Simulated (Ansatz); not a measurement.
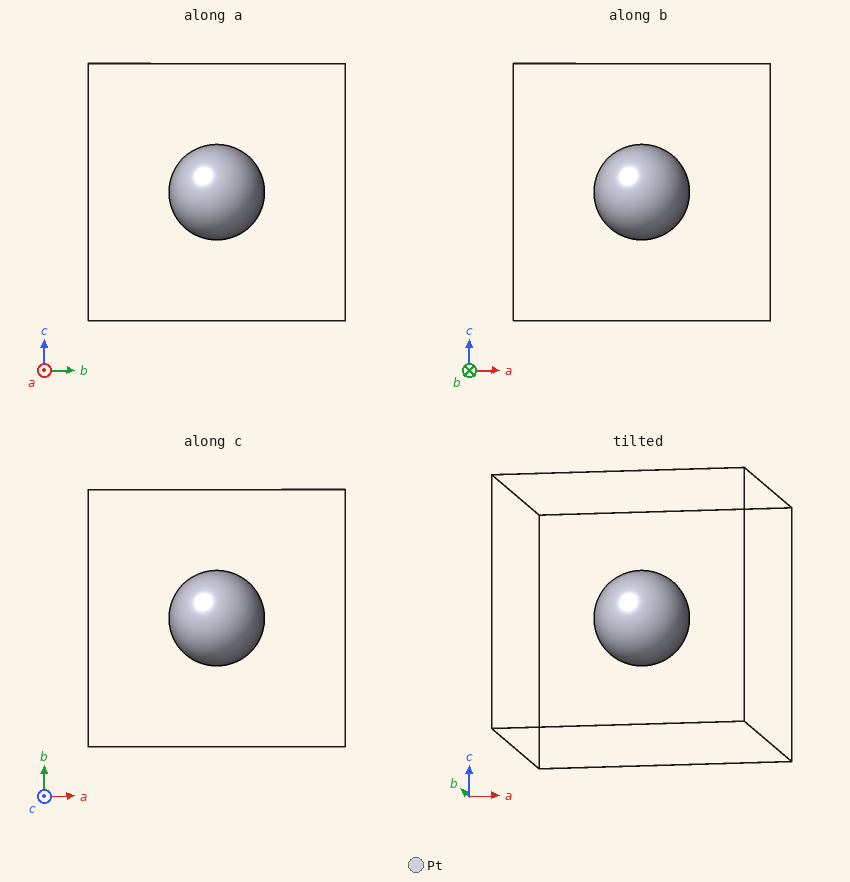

A ball-and-stick picture of a crystal structure, seen along the a axis, along the b axis, along the c axis and slightly off an axis. The wireframe shows the unit cell.

Lattice parameters: a = 2.5870 Å, b = 2.5870 Å, c = 2.5870 Å, α = 90.071°, β = 90.071°, γ = 89.929°.

### Transcribe the picture into a CIF in P1 with every atom of the cell.

```cif
data_structure
_symmetry_space_group_name_H-M 'P 1'
_symmetry_Int_Tables_number 1
_cell_length_a 2.5870
_cell_length_b 2.5870
_cell_length_c 2.5870
_cell_angle_alpha 90.071
_cell_angle_beta 90.071
_cell_angle_gamma 89.929
_cell_volume 17.31
loop_
_atom_site_label
_atom_site_type_symbol
_atom_site_fract_x
_atom_site_fract_y
_atom_site_fract_z
_atom_site_occupancy
Pt1 Pt 0.5000 0.5000 0.5000 1
```

Provenance: a structure type filled with this element by a generator (whether the element takes this form wasn't checked). The geometry was optimised with DFT PBEsol, scalar-relativistic, plane waves, PAW (Ansatz 0.2.0).
